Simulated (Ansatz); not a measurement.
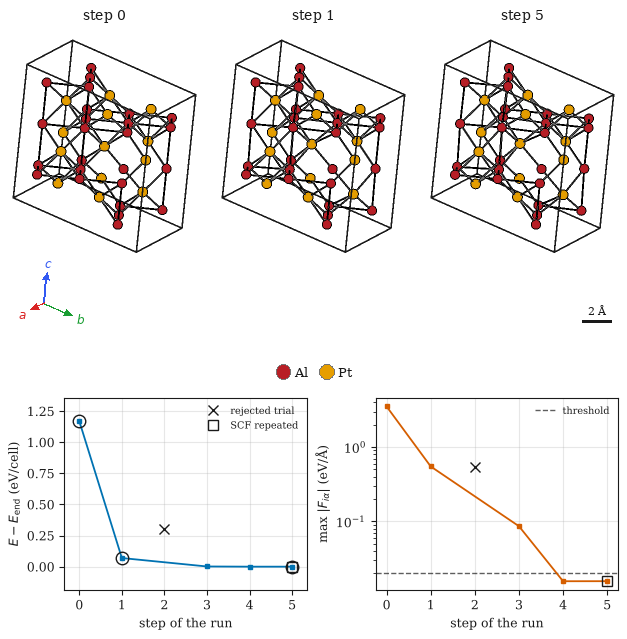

Frames of a relaxation of a defect cell of composition Al$_{25}$Pt$_{13}$ (started half-way along a vacancy jump, in the symmetry of that start), marked on the history of the run. Style: ball-and-stick. Shown: the cell of the calculation (origin shifted), slightly off an axis.

These are results of Ansatz, DFT PBE, scalar-relativistic, plane waves, PAW, not measurements. Set-up: plane-wave cutoff 420 eV; k-point mesh 3 × 3 × 3; occupations gaussian; smearing width 0.1 eV; no spin polarisation; atoms relaxed in a fixed cell; force threshold 0.02 eV/Å; at most 60 steps.

Q: Describe the path.

A: The energy falls by 1.171 eV per cell of the calculation in 3 accepted moves (5 points after the start). Largest force component: 3.5 eV/Å at the start, 0.016 eV/Å at the end. The line search rejected the trial step at point 2 of the run. 1 step only repeated the SCF at the same geometry. The largest moves, 0.26 Å, are those of Pt atoms. By element the largest moves are Pt 0.26 Å, Al 0.14 Å. The lattice vectors keep their values. Near-neighbour distances that change, for instance: Al–Pt 2.102 → 2.362 Å, Al–Al 2.973 → 3.128 Å, Al–Al 2.973 → 3.072 Å, Al–Pt 2.575 → 2.498 Å. From step 0 to 1: Pt atoms move most (0.20 Å), energy −1.101 eV per cell of the calculation. From step 1 to 5: Pt atoms move most (0.07 Å), energy −69.5 meV per cell of the calculation.

```json
{"step": "0", "E − E(0), meV/atom": "0.00", "largest force component, eV/Å": "3.5104", "note": ""}
{"step": "1", "E − E(0), meV/atom": "-28.98", "largest force component, eV/Å": "0.5486", "note": ""}
{"step": "2", "E − E(0), meV/atom": "-22.81", "largest force component, eV/Å": "0.5412", "note": "rejected"}
{"step": "3", "E − E(0), meV/atom": "-30.77", "largest force component, eV/Å": "0.0862", "note": ""}
{"step": "4", "E − E(0), meV/atom": "-30.81", "largest force component, eV/Å": "0.0157", "note": ""}
{"step": "5", "E − E(0), meV/atom": "-30.81", "largest force component, eV/Å": "0.0157", "note": "same geometry, SCF repeated"}
```
